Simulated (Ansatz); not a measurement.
**Be2H3I (built on the sites of a database entry of Sr2H3I): following an unstable mode**

Wanted: the energy along a soft mode of Be2H3I (built on the sites of a database entry of Sr2H3I) and the structure at the end.

Main program and level: Ansatz 0.2.0; DFT PBEsol, scalar-relativistic, plane waves, PAW.

The structure was built from a prototype and need not be the compound's stable phase.

## 1. The starting structure

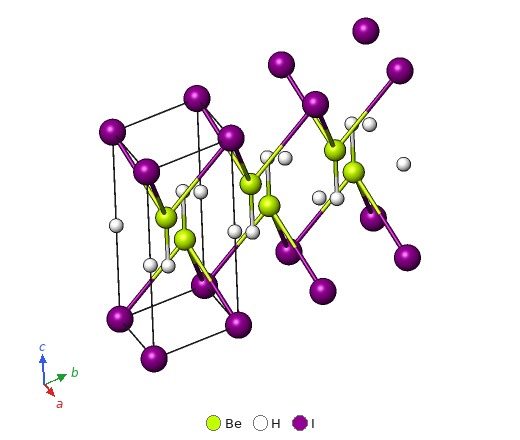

The cell as given, from a free direction (beryllium green, hydrogen white, iodine purple). 1×3×1 cells are drawn. Bonds to atoms that aren't drawn are left out. Some periodic images of atoms are drawn too.

## 2. The dispersion

The cell comes from relaxations at this level that are not shown. Stability and thermal properties need the whole zone. Linear response on a 3×3×2 q mesh gives force constants as far as a supercell of that size would.

input.yaml reads:

```yaml
crystal:
  lattice:
    - [3.4536400321, 3.372e-06, 0.0]
    - [-1.7268229363, 2.9909383173, 0.0]
    - [0.0, 0.0, 5.6431505783]
  atoms:
    - { symbol: Be, position: [0.6666666667, 0.3333333333, 0.6240659027] }
    - { symbol: Be, position: [0.3333333333, 0.6666666667, 0.3759340973] }
    - { symbol: H, position: [0.0, 0.0, 0.5] }
    - { symbol: H, position: [0.6666666667, 0.3333333333, 0.3657961977] }
    - { symbol: H, position: [0.3333333333, 0.6666666667, 0.6342038023] }
    - { symbol: I, position: [0.0, 0.0, 0.0] }
kpoints:
  mp_grid: { grid: [12, 12, 6] }
hamiltonian:
  xc: pbesol
scf:
  occupations: { method: methfessel_paxton, width: 0.15 }
output:
  eigenvalues: true
phonons:
  method: dfpt
  qmesh: [3, 3, 2]
  temperatures: { t_max: 1000, t_step: 50 }
  qpath:
    path:
      - [[0.0, 0.0, 0.0], [0.5, 0.0, 0.0], [0.33333333, 0.33333333, 0.0], [0.0, 0.0, 0.0], [0.0, 0.0, 0.5], [0.5, 0.0, 0.5], [0.33333333, 0.33333333, 0.5], [0.0, 0.0, 0.5]]
      - [[0.5, 0.0, 0.5], [0.5, 0.0, 0.0]]
      - [[0.33333333, 0.33333333, 0.5], [0.33333333, 0.33333333, 0.0]]
    npoints: 10
```

Run with:

```bash
$ ansatz run input.yaml --threads 4 --pin off --max-ram 7168MiB --backend cpu --events-out ev --progress --plain --runs-dir out
```

Numbers of over 12 decimals in the logs are rounded to 6 here.

What it wrote:

```text
Warning: phonons: the dynamical matrix that this run interpolates holds no multipole term above the dipole-dipole one, and a site of this crystal is no centre of inversion, so its interpolated transverse optical and acoustic branches and sound speeds can stay off near Gamma, and the density of states and the thermodynamics with them. What a run solves at a wave vector of phonons.qpoints, Gamma apart, where the deck admits one, is free of this, and under fd what a larger phonons.supercell samples
Engine: ansatz 0.2.0, aarch64-unknown-linux-gnu
Pseudopotentials: kind: paw
Pseudopotential: Be, paw, valence charge 2, recommended cutoff 420 eV (normal), Be.paw.azcp
Pseudopotential: H, paw, valence charge 1, recommended cutoff 420 eV (normal), H.paw.azcp
Pseudopotential: I, paw, valence charge 17, recommended cutoff 420 eV (normal), I.paw.azcp
Functional definition: PBEsol
  exchange = pbesol_x
  correlation = pbesol_c
Crystal: 6 atoms, lattice volume = 58.292 Å³
Basis set: ecut = 420 eV, 1123 PW (Γ), exchange–correlation on 48×48×80 points (8 copies of the dense FFT grid, shifted against one another)
Bands: 18, of which v1, the nominal top of the filled ones, is band 12 counted from 1 (11 counted from 0)
Symmetry: 12 space group operations
k-points: 100 of 864
Non-local potential: Be, projectors of the file, l = 0: 2, l = 1: 2, l = 2: 1
Non-local potential: H, projectors of the file, l = 0: 2, l = 1: 1
Non-local potential: I, projectors of the file, l = 0: 2, l = 1: 2, l = 2: 2, l = 3: 2
PAW form: soft (Blöchl's): semilocal exchange-correlation on the pseudo side does not see the compensation charge
PAW frozen core: Be, regenerated for the run's functional, and the local potential with it (the file was generated under x = pbe(κ = 0.804, μ = 0.219515), c = pbe(β = 0.066725))
PAW frozen core: I, regenerated for the run's functional, and the local potential with it (the file was generated under x = pbe(κ = 0.804, μ = 0.219515), c = pbe(β = 0.066725))
PAW one-centre angular grid: Be, 110 points (default); XC on 64 Gauss nodes
PAW one-centre angular grid: H, 110 points (default); XC on 64 Gauss nodes
PAW one-centre angular grid: I, 590 points (default); XC on 64 Gauss nodes
Initial density: superposition of atomic densities (neutral atoms: chi_scale 0, normalization atom), corrected by the library's trained network
Initial wavefunctions: pseudopotential atomic-orbital guess
Functional: x = pbesol(κ = 0.804, μ = 0.123457), c = pbesol(β = 0.046)
SCF iter   1: F=—  HF=-7656.950585 eV  |F-HF|=—  |Δ(HF+E_count)|=         —  Δρ=6.19e-3  dr2=3.58e-2  ethr=1.77e-3  ⟨swp⟩=6.6  Hψ=10405  notcnv=0
preconditioner: auto → Kerker (q_TF=auto, 2.353 Å⁻¹)  [metal: Δε(μ)=0.072 eV  Ē_g=10.128 eV  σ=0.150 eV  W_gap=0.38  n_scr=10 (ndim 8)  ℏωp=18.2 eV  f_vac=0.000  D(μ)=0.95/eV (n_scr^D=2)]
SCF iter   2: F=—  HF=-7656.942805 eV  |F-HF|=—  |Δ(HF+E_count)|=   7.78e-3  S|Δr|=    0.00e0  Δρ=3.13e-3  dr2=1.15e-2  ethr=1.49e-4  ⟨swp⟩=1.0  Hψ=2600  notcnv=0
SCF iter   3: F=—  HF=-7656.939776 eV  |F-HF|=—  |Δ(HF+E_count)|=   3.03e-3  S|Δr|=    0.00e0  Δρ=7.48e-4  dr2=9.20e-4  ethr=4.78e-5  ⟨swp⟩=2.1  Hψ=1949  notcnv=0
SCF iter   4: F=—  HF=-7656.939580 eV  |F-HF|=—  |Δ(HF+E_count)|=   1.96e-4  S|Δr|=    0.00e0  Δρ=3.07e-4  dr2=1.66e-4  ethr=3.83e-6  ⟨swp⟩=2.4  Hψ=2226  notcnv=0
SCF iter   5: F=—  HF=-7656.939541 eV  |F-HF|=—  |Δ(HF+E_count)|=   3.90e-5  S|Δr|=    0.00e0  Δρ=9.53e-5  dr2=7.69e-6  ethr=6.91e-7  ⟨swp⟩=2.0  Hψ=2027  notcnv=0
SCF iter   6: F=—  HF=-7656.939538 eV  |F-HF|=—  |Δ(HF+E_count)|=   2.51e-6  S|Δr|=    0.00e0  Δρ=1.76e-5  dr2=2.52e-7  ethr=3.20e-8  ⟨swp⟩=3.0  Hψ=2786  notcnv=0
SCF iter   7: F=—  HF=-7656.939538 eV  |F-HF|=—  |Δ(HF+E_count)|=   1.14e-7  S|Δr|=    0.00e0  Δρ=3.39e-6  dr2=9.27e-9  ethr=1.05e-9  ⟨swp⟩=2.0  Hψ=2360  notcnv=0
SCF iter   8: F=—  HF=-7656.939538 eV  |F-HF|=—  |Δ(HF+E_count)|=  5.73e-10  S|Δr|=    0.00e0  Δρ=1.06e-6  dr2=1.04e-9  ethr=3.86e-11  ⟨swp⟩=2.2  Hψ=2384  notcnv=0
SCF iter   9: F=—  HF=-7656.939538 eV  |F-HF|=—  |Δ(HF+E_count)|=  3.44e-10  S|Δr|=    0.00e0  Δρ=1.89e-7  dr2=3.61e-11  ethr=4.33e-12  ⟨swp⟩=3.0  Hψ=3094  notcnv=0
SCF iter  10: F=-7656.939538 eV  HF=-7656.939538 eV  |F-HF|=3.64e-12  |Δ(HF+E_count)|=  1.46e-11  S|Δr|=    0.00e0  Δρ=2.14e-8  dr2=2.94e-13  ethr=1.00e-12  ⟨swp⟩=10.1  Hψ=9486  notcnv=0
SCF 1 converged in 10 iterations: F = -7656.939538 eV  dr2 = 2.94e-13
  greatest PAW one-centre occupation: 0.999 electrons in one spin orbital (limit 2), on the I atom at site 5 (counted from 0), in its partial waves of l = 2
Initial density: read from a saved state, or passed on in memory by an earlier SCF of this step, an earlier step, the calling program or the single point that the run made first
iter 1 solved again at ethr=9.50e-7 eV; its pass at ethr=3.10e-3 eV (dr2=2.28e-4 eV) is discarded
SCF iter   1: F=—  HF=-7656.939537 eV  |F-HF|=—  |Δ(HF+E_count)|=         —  Δρ=9.63e-7  dr2=3.06e-10  ethr=9.50e-7  ⟨swp⟩=2.3  Hψ=14137  notcnv=0
eigensolver tolerance schedule: the retry pair's looser diagonalisation over-reported the residual by 744073.06 of it (diagonalisation noise at an unbounded share of the residual, at the tolerance the schedule requests for it); recorded, not acted on — ethr = c·dr2/N_el stays at c = 1.0e-1
preconditioner: auto → Kerker (q_TF=auto, 2.353 Å⁻¹)  [metal: Δε(μ)=0.074 eV  Ē_g=10.097 eV  σ=0.150 eV  W_gap=0.40  n_scr=10 (ndim 8)  ℏωp=18.2 eV  f_vac=0.000  D(μ)=0.97/eV (n_scr^D=2)]
SCF iter   2: F=—  HF=-7656.939538 eV  |F-HF|=—  |Δ(HF+E_count)|=   8.63e-7  S|Δr|=    0.00e0  Δρ=4.04e-7  dr2=4.52e-11  ethr=1.28e-12  ⟨swp⟩=4.2  Hψ=4469  notcnv=0
SCF iter   3: F=—  HF=-7656.939538 eV  |F-HF|=—  |Δ(HF+E_count)|=  9.09e-13  S|Δr|=    0.00e0  Δρ=2.80e-7  dr2=2.30e-11  ethr=1.00e-12  ⟨swp⟩=3.9  Hψ=5739  notcnv=0
SCF iter   4: F=-7656.939538 eV  HF=-7656.939538 eV  |F-HF|=2.73e-12  |Δ(HF+E_count)|=  5.46e-12  S|Δr|=    0.00e0  Δρ=1.38e-7  dr2=6.23e-12  ethr=1.00e-12  ⟨swp⟩=1.0  Hψ=4001  notcnv=0
SCF 2 converged in 4 iterations: F = -7656.939538 eV  dr2 = 6.23e-12
phonons: the bands overlap, so this run is a metal and interpolates without the dipole-dipole term. If the crystal is really an insulator or semiconductor, its LO-TO splitting is missing
NSCF: frozen V_eff on 100 k-points
NSCF: frozen V_eff on 436 k-points
DFPT response loops at q = (0, 0, 0) (fractional): preconditioner auto → Kerker (q_TF=auto, 2.353 Å⁻¹) (partly filled bands, converged f_vac=0.000); β = 1.00, the filter's whole step (`scf.mixing.beta` (0.50) is not read by the response loops under this deck's `scf.mixing.preconditioner`; to damp them name `kerker` or `kerker_dos`, under which they read `scf.mixing.beta`, and type it under 1.00, their step now; both keys bind the ground state too); Broyden in place of MSR1
NSCF: frozen V_eff on 872 k-points
DFPT response loops at q = (0, 0, -0.5) (fractional): mixed as the last ones told, above
NSCF: frozen V_eff on 1728 k-points
DFPT response loops at q = (0, 0.333333, 0) (fractional): mixed as the last ones told, above
NSCF: frozen V_eff on 1728 k-points
DFPT response loops at q = (0, 0.333333, -0.5) (fractional): mixed as the last ones told, above
NSCF: frozen V_eff on 1728 k-points
DFPT response loops at q = (0.333333, 0.333333, 0) (fractional): mixed as the last ones told, above
NSCF: frozen V_eff on 1728 k-points
DFPT response loops at q = (0.333333, 0.333333, -0.5) (fractional): mixed as the last ones told, above
SCF converged after 10 iterations
Stability not checked: this state was not tested for a lower state beside it, because cold or Methfessel-Paxton smearing, or corrected tetrahedra, fill the levels in a way that the test cannot read (fill_not_monotonic; see scf.lower_state_search)
Free energy (F): -7656.939538 eV
Harris-Foulkes:  -7656.939538 eV  (|F-HF|=3.64e-12)
Internal energy: -7656.940377 eV  (E = F + TS)
E sigma→0 (E₀):  -7656.939748 eV
Entropy (-TS):   0.000839 eV (0.140 meV/atom)
Fermi energy:    8.876573 eV
--- Per-component energies (eV) ---
  E_band       = -336.062137
  E_kinetic    = 266.844493
  E_local      = -2069.480822  (includes V_loc(G=0)·N_el)
  E_nonlocal   = -77.574200
  E_hartree    = 1083.506737
  E_xc         = -192.003794
  E_vxc        = -203.603411  (∫ρ·V_xc dr)
  E_paw        = -4850.871984  (= ΣΔE_a)
  E_vpaw       = -419.258513  (= ΣTr[D̂ρ^β])
  E_aug_tail   = -0.003148  (compensation charges beyond the density's cutoff)
  E_ewald      = -1817.788864
  E_core_change = 0.431205  (= ΣΔE_core)
  E_smearing   = 0.000839  (= −TS)
  E_closure    = 0.000000  (closes the sum)
  Σ components = -7656.939538   (vs F -7656.939538, Δ=0.00e0)
--- Band table (eV; the first three rows and the last of 100) ---
  k-point 0: bands = [... 8 lower, 8.0825, 8.2459, 8.2459, 9.6901, 11.3781, 11.3781, 11.9021, 14.5185, ... 2 higher]
  k-point 1: bands = [... 8 lower, 7.4516, 8.2604, 8.2604, 9.7139, 11.4340, 11.4340, 12.1908, 14.2471, ... 2 higher]
  k-point 2: bands = [... 8 lower, 6.0463, 8.2900, 8.2900, 9.7600, 11.5656, 11.5656, 12.5979, 13.7675, ... 2 higher]
  k-point 99: bands = [... 8 lower, 1.8778, 3.2137, 3.2137, 7.4546, 10.4579, 10.4579, 12.1353, 13.6395, ... 2 higher]
--- Phonons (Γ-DFPT): 8 representative perturbations + reference (Σ response iterations 26) ---
  ASR residual: 3.995e-5 → 0.000e0 eV/Å²; symmetrization residual: 2.145e-6 eV/Å²
  ASR residual per site (eV/Å²): 4.00e-5 4.00e-5 3.65e-6 3.79e-6 3.79e-6 5.83e-6
  Γ frequencies (cm⁻¹): -1040.42 -1040.42 -338.99 -338.99 -99.72 -99.72 -15.71 0.00 0.00 0.00 477.72 639.96 677.20 677.20 783.03 783.03 1563.89 1569.23
--- Phonons (arbitrary-q DFPT): 6 irreducible q on the 3×3×2 mesh ---
  q = [0.0000, 0.0000, 0.0000] (star 1, of the zone-centre solve; hermiticity 4.88e-7, symmetrization 6.81e-8): -1040.42 -1040.42 -338.99 -338.99 -99.72 -99.72 -15.71 -0.00 -0.00 0.00 477.72 639.96 677.20 677.20 783.03 783.03 1563.89 1569.23
  q = [0.0000, 0.0000, -0.5000] (star 1, 8 solved perturbations in 2144 linear systems a pass and spin channel, the states on 436 of 864 k-point pairs; hermiticity 2.80e-7, symmetrization 1.47e-8): -1038.47 -1038.47 -347.25 -347.25 -71.47 -71.47 -16.51 -16.51 60.03 260.42 374.46 648.30 648.30 729.87 799.96 799.96 1557.71 1601.88
  q = [0.0000, 0.3333, 0.0000] (star 6, 12 solved perturbations in 8784 linear systems a pass and spin channel, the states on 864 of 864 k-point pairs; hermiticity 3.26e-7, symmetrization 3.72e-8): -973.29 -662.48 -406.94 -321.10 -286.29 -100.96 -79.12 58.23 65.23 153.53 239.16 375.21 511.27 708.06 873.39 895.99 1561.21 1561.67
  q = [0.0000, 0.3333, -0.5000] (star 6, 12 solved perturbations in 8784 linear systems a pass and spin channel, the states on 864 of 864 k-point pairs; hermiticity 2.71e-7, symmetrization 1.34e-7): -996.11 -639.91 -421.67 -320.13 -275.23 -255.58 -71.72 48.32 131.13 140.25 236.11 322.50 515.73 743.79 877.23 912.51 1559.43 1573.23
  q = [0.3333, 0.3333, 0.0000] (star 2, 8 solved perturbations in 4104 linear systems a pass and spin channel, the states on 864 of 864 k-point pairs; hermiticity 2.68e-7, symmetrization 1.78e-8): -940.88 -940.88 -371.99 -321.82 -225.39 -225.39 -65.44 60.58 60.58 142.81 171.62 171.62 696.63 801.89 845.61 845.61 1549.91 1549.91
  q = [0.3333, 0.3333, -0.5000] (star 2, 8 solved perturbations in 4104 linear systems a pass and spin channel, the states on 864 of 864 k-point pairs; hermiticity 2.84e-7, symmetrization 2.45e-8): -847.12 -847.12 -338.94 -336.77 -199.52 -199.52 -42.78 90.72 90.72 143.31 143.31 303.42 669.38 847.09 856.81 856.81 1560.24 1560.24
  sum rule: each row above includes the acoustic sum rule's correction from the zone centre's row sums; it moved no ω² by more than (1.10 cm⁻¹)²
  mesh force constants: q→R imaginary residual 0.00e0; ASR residual 3.995e-5 → 0.000e0 eV/Å²; symmetrization residual 7.994e-15 eV/Å²
  interpolated dispersion: 93 rows × 18 modes
  density of states and harmonic sums: on the 21×21×12 q-mesh, interpolated from the force constants of a 3×3×2 supercell (no non-analytic term)
  largest difference from the sums on the solved wave vectors: F 4.52e-2 eV, S 6.02e-5 and C_V 1.45e-5 eV/K
  zero-point energy: 0.439286 eV/cell   skipped modes (ω ≤ 0): 3675, of them read as no rigid motion or as one in doubt: 3672 (7.051e0 modes/cell left out, lowest -1040.42 cm⁻¹)   left out of the sums: 3.92e-1 of the cell's modes: C_V's classical limit lies that fraction below 3 k_B per atom; for a crystal, a wire or a layer, F and S can be off by more, and a phonons.interpolated_qmesh denser along its periods is the remedy for the sampling
```

Elapsed: 11 min, on 4 threads of Arm Neoverse V1, shared host; peak memory 2.2 GiB.

The column dr2 measures how far the density is from self-consistency, as an energy; F and HF (Harris–Foulkes) agree once it is small.

This step gave:

```yaml
volume_per_atom: 9.715 Å³
gap_on_the_k_mesh: 0 eV
sum_rule_residual_before_enforcement: 4.00e-5 eV/Å²
lowest_frequency_on_the_path: -1040 cm⁻¹
point_group: -3m
highest_frequency_on_the_path_or_at_a_solved_wavevector: 1602 cm⁻¹
highest_optical_mode_at_the_zone_centre_no_lo_to_term: 1569 cm⁻¹
lowest_optical_zone_centre_mode: -1040 cm⁻¹
lowest_mode_on_the_q_mesh_acoustic_modes_at_gamma_apart: -1040 cm⁻¹
```

Frequencies (cm⁻¹) solved at each irreducible wavevector; negative means imaginary. Frequencies by wavevector, by row:

```tsv
q in reciprocal lattice units	star	mode 1	mode 2	mode 3	mode 4	mode 16	mode 17	mode 18
0 0 0	1	-1040	-1040	-339	-339	783	1564	1569
0 0 -0.5	1	-1038	-1038	-347.2	-347.2	800	1558	1602
0 0.3333 0	6	-973.3	-662.5	-406.9	-321.1	896	1561	1562
0 0.3333 -0.5	6	-996.1	-639.9	-421.7	-320.1	912.5	1559	1573
0.3333 0.3333 0	2	-940.9	-940.9	-372	-321.8	845.6	1550	1550
0.3333 0.3333 -0.5	2	-847.1	-847.1	-338.9	-336.8	856.8	1560	1560
```

Interpolated from a 3×3×2 q mesh. Phonon branches along the path, in cm⁻¹:

```tsv
point	branch 1	branch 2	branch 3	branch 4	branch 15	branch 16	branch 17	branch 18
Γ	-1040	-1040	-339	-339	783	783	1564	1569
M	-977	-685	-492	-326	884	904	1555	1557
K	-941	-941	-372	-322	846	846	1550	1550
Γ	-1040	-1040	-339	-339	783	783	1564	1569
A	-1038	-1038	-347	-347	800	800	1558	1602
L	-988	-631	-505	-315	894	930	1551	1572
H	-847	-847	-339	-337	857	857	1560	1560
A	-1038	-1038	-347	-347	800	800	1558	1602
jump to L	-988	-631	-505	-315	894	930	1551	1572
M	-977	-685	-492	-326	884	904	1555	1557
jump to H	-847	-847	-339	-337	857	857	1560	1560
K	-941	-941	-372	-322	846	846	1550	1550
```

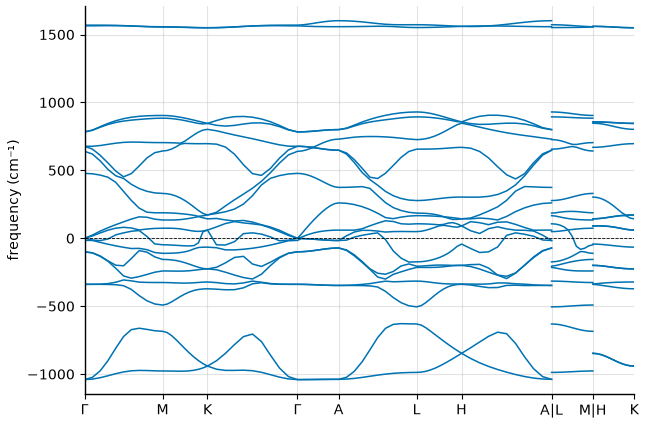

Phonon branches along the path.

Symmetry leaves 6 wavevectors to solve. The lowest mode among them, the acoustic zeros apart, lies at Γ and is imaginary, 1040.4i cm⁻¹, so the energy falls along it.

## 3. The mode frozen in, largest atomic shift 0 Å

The mode followed lies at Γ with frequency 1040.4i cm⁻¹ and is 2-fold degenerate, the softest among the wavevectors solved. At small amplitude the distorted cell has space group no. 5 by a symmetry search on the positions. The undistorted cell that holds it gives the zero of energy on the same k mesh.

input.yaml, the sections that differ from step 2:

```yaml
output:
  forces: true
  stress: true
  eigenvalues: true
# crystal, kpoints, hamiltonian, scf: as in step 2
# phonons: removed
```

What it wrote:

```text
[...]
Crystal: 6 atoms, lattice volume = 58.292 Å³
Basis set: ecut = 420 eV, 1123 PW (Γ), exchange–correlation on 48×48×80 points (8 copies of the dense FFT grid, shifted against one another)
Bands: 18, of which v1, the nominal top of the filled ones, is band 12 counted from 1 (11 counted from 0)
Symmetry: 12 space group operations
[...]
k-points: 100 of 864
[...]
k-point 0: bands = [... 8 lower, 8.0825, 8.2459, 8.2459, 9.6902, 11.3781, 11.3781, 11.9021, 14.5185, ... 2 higher]
  k-point 1: bands = [... 8 lower, 7.4517, 8.2604, 8.2604, 9.7139, 11.4340, 11.4340, 12.1908, 14.2471, ... 2 higher]
  k-point 2: bands = [... 8 lower, 6.0463, 8.2900, 8.2900, 9.7600, 11.5656, 11.5656, 12.5979, 13.7675, ... 2 higher]
  k-point 99: bands = [... 8 lower, 1.8778, 3.2137, 3.2137, 7.4546, 10.4579, 10.4579, 12.1353, 13.6395, ... 2 higher]
[key lines of the parts left out:]
SCF converged after 7 iterations
Free energy (F): -7656.939538 eV
Fermi energy:    8.876574 eV
P = ⅓ Tr σ = -0.0003 GPa (-0.003 kbar)
```

Wall time 1.5 s (4 threads); peak memory 0.39 GiB; 5.4 s of CPU time.

This step gave:

```
pressure                         : -2.52e-4 GPa
energy from the undistorted cell : 0 meV/atom
```

The run ends at a pressure of 0.00 GPa.

## 4. The mode frozen in, largest atomic shift 0.6 Å

The atoms are moved along the unstable eigenvector, the largest shift by 0.6 Å, with the cell fixed.

input.yaml, the sections that differ from step 3:

```yaml
crystal:
  lattice:
    - [3.4536400321, 3.372e-06, 0.0]
    - [-1.7268229363, 2.9909383173, 0.0]
    - [0.0, 0.0, 5.6431505783]
  atoms:
    - { symbol: Be, position: [0.6424689305, 0.3091355971, 0.6240659027] }
    - { symbol: Be, position: [0.3091355971, 0.6424689305, 0.3759340973] }
    - { symbol: H, position: [0.1737297444, 0.1737297444, 0.5] }
    - { symbol: H, position: [0.791002206, 0.4576688727, 0.3657961977] }
    - { symbol: H, position: [0.4576688727, 0.791002206, 0.6342038023] }
    - { symbol: I, position: [8.17058e-05, 8.17058e-05, 0.0] }
# kpoints, hamiltonian, scf, output: as in step 3
```

What it wrote:

```text
[...]
Crystal: 6 atoms, lattice volume = 58.292 Å³
Basis set: ecut = 420 eV, 1123 PW (Γ), exchange–correlation on 48×48×80 points (8 copies of the dense FFT grid, shifted against one another)
Bands: 18, of which v1, the nominal top of the filled ones, is band 12 counted from 1 (11 counted from 0)
Symmetry: 2 space group operations
[...]
k-points: 242 of 864 (time reversal used)
[...]
k-point 0: bands = [... 8 lower, 7.5111, 7.6604, 8.1538, 9.0111, 11.7699, 11.9571, 12.2755, 14.3752, ... 2 higher]
  k-point 1: bands = [... 8 lower, 7.0465, 7.7491, 8.1461, 8.9750, 11.0880, 11.9468, 13.1615, 14.0513, ... 2 higher]
  k-point 2: bands = [... 8 lower, 5.8452, 7.9224, 8.1565, 8.8298, 10.6522, 12.0171, 13.5532, 13.8490, ... 2 higher]
  k-point 241: bands = [... 8 lower, 1.4226, 5.3265, 6.2373, 6.3694, 8.9025, 11.1418, 11.8808, 12.6538, ... 2 higher]
[key lines of the parts left out:]
SCF converged after 7 iterations
Free energy (F): -7657.945283 eV
Fermi energy:    8.555258 eV
P = ⅓ Tr σ = 2.6426 GPa (26.426 kbar)
```

Elapsed: 6 s, on 4 threads; peak memory 0.55 GiB.

This step gave:

- pressure: 2.643 GPa
- energy from the undistorted cell: -167.6 meV/atom

The energy, extrapolated to zero smearing, is -167.62 meV/atom against the undistorted cell.

The run ends at a pressure of 2.64 GPa, with forces up to 1.4 eV/Å.

(Continued in part 2 of 3.)

[Logs are printed without paths, hosts, clocks, repeated set-up lines and the standing remarks that a program may print on its own settings, such as how far it seeks lower states.]

[Hosts, paths, dates, database ids (printed as entryN), source tags and the programs' standing remarks are cut or masked in the printed files.]
